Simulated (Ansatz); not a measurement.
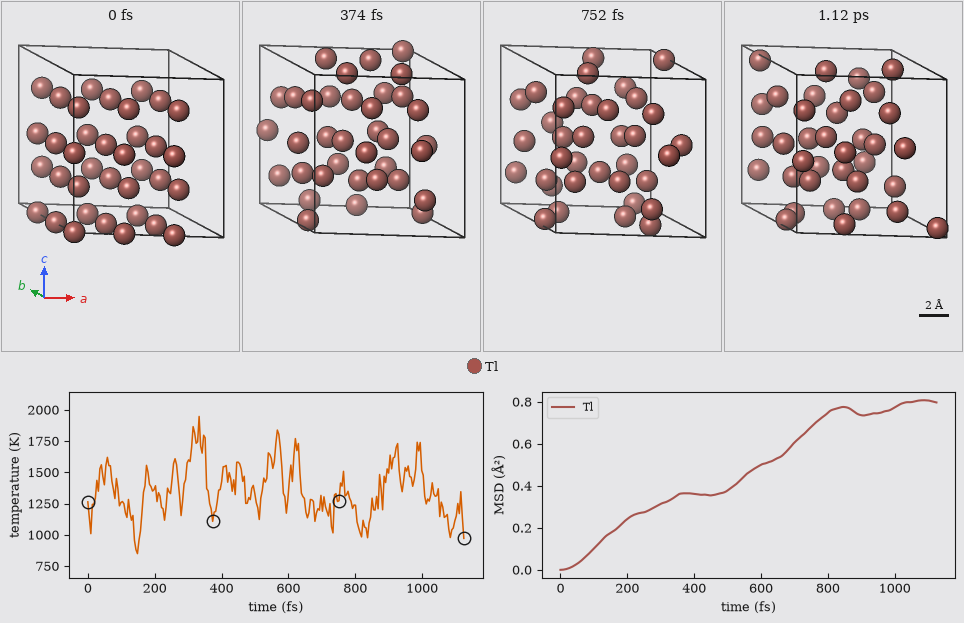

First-principles dynamics of a 36-atom cell of Tl, 1.12 ps long. The cell was cut from the hcp crystal. Frames and the history of the run. A spheres-only model of the simulation cell, seen slightly off an axis. Atoms that leave the cell re-enter on the other side.

Level of theory: Ansatz, DFT PBE, scalar-relativistic, plane waves, PAW. Run with plane-wave cutoff 420 eV; k-point mesh 1 × 1 × 1; Fermi-Dirac smearing 0.11 eV; volume 1.1 times that of the relaxed crystal; Langevin thermostat (NVT); set temperature 1300 K; time step 4.5 fs; friction 0.02 per fs.

Input file:
```yaml
crystal:
  lattice:
    - [10.715068, 0.0, 0.0]
    - [-5.357534, 9.279521, 0.0]
    - [0.0, 0.0, 11.422262]
  atoms:
    - { symbol: Tl, position: [0.0, 0.0, 0.0] }
    - { symbol: Tl, position: [0.1111111, 0.2222222, 0.25] }
    - { symbol: Tl, position: [0.0, 0.0, 0.5] }
    - { symbol: Tl, position: [0.1111111, 0.2222222, 0.75] }
    - { symbol: Tl, position: [0.0, 0.3333333, 0.0] }
    - { symbol: Tl, position: [0.1111111, 0.5555556, 0.25] }
    - { symbol: Tl, position: [0.0, 0.3333333, 0.5] }
    - { symbol: Tl, position: [0.1111111, 0.5555556, 0.75] }
    - { symbol: Tl, position: [0.0, 0.6666667, 0.0] }
    - { symbol: Tl, position: [0.1111111, 0.8888889, 0.25] }
    - { symbol: Tl, position: [0.0, 0.6666667, 0.5] }
    - { symbol: Tl, position: [0.1111111, 0.8888889, 0.75] }
    - { symbol: Tl, position: [0.3333333, 0.0, 0.0] }
    - { symbol: Tl, position: [0.4444444, 0.2222222, 0.25] }
    - { symbol: Tl, position: [0.3333333, 0.0, 0.5] }
    - { symbol: Tl, position: [0.4444444, 0.2222222, 0.75] }
    - { symbol: Tl, position: [0.3333333, 0.3333333, 0.0] }
    - { symbol: Tl, position: [0.4444444, 0.5555556, 0.25] }
    - { symbol: Tl, position: [0.3333333, 0.3333333, 0.5] }
    - { symbol: Tl, position: [0.4444444, 0.5555556, 0.75] }
    - { symbol: Tl, position: [0.3333333, 0.6666667, 0.0] }
    - { symbol: Tl, position: [0.4444444, 0.8888889, 0.25] }
    - { symbol: Tl, position: [0.3333333, 0.6666667, 0.5] }
    - { symbol: Tl, position: [0.4444444, 0.8888889, 0.75] }
    - { symbol: Tl, position: [0.6666667, 0.0, 0.0] }
    - { symbol: Tl, position: [0.7777778, 0.2222222, 0.25] }
    - { symbol: Tl, position: [0.6666667, 0.0, 0.5] }
    - { symbol: Tl, position: [0.7777778, 0.2222222, 0.75] }
    - { symbol: Tl, position: [0.6666667, 0.3333333, 0.0] }
    - { symbol: Tl, position: [0.7777778, 0.5555556, 0.25] }
    - { symbol: Tl, position: [0.6666667, 0.3333333, 0.5] }
    - { symbol: Tl, position: [0.7777778, 0.5555556, 0.75] }
    - { symbol: Tl, position: [0.6666667, 0.6666667, 0.0] }
    - { symbol: Tl, position: [0.7777778, 0.8888889, 0.25] }
    - { symbol: Tl, position: [0.6666667, 0.6666667, 0.5] }
    - { symbol: Tl, position: [0.7777778, 0.8888889, 0.75] }
basis:
  ecutwfc: 420.0
kpoints:
  mp_grid: { grid: [1, 1, 1] }
hamiltonian:
  xc: pbe
scf:
  occupations: { method: fermi_dirac, width: 0.11 }
  lower_state_search: "off"
md:
  timestep: 4.5
  n_steps: 250
  ensemble: nvt_langevin
  temperature: 1300.0
  initial_velocities: maxwell_boltzmann
  seed: 513714
  friction: 0.02
```

Run as
```bash
ansatz run input.yaml --threads 4 --pin off --max-ram 10240MiB --backend cpu --events-out ev --progress --plain --runs-dir out
```

What do the frames and curves show?

Answer. In the second half of the run the atoms are, in the root-mean-square, this far from where they began (common drift taken out): Tl 0.83 Å. The potential energy sinks well below that of the force-free first frame, so the starting arrangement isn't stable at these settings: the atoms shift into a lower-energy one. With so coarse a k-point mesh for this cell that can be an artefact of the sampling. The mean temperature in the second half is 1331 K (standard deviation 203 K). The potential energy in the second half lies on average 66.8 meV per atom below the first frame.

Limits of the set-up: the k-point mesh is coarse for a cell with partly filled bands.
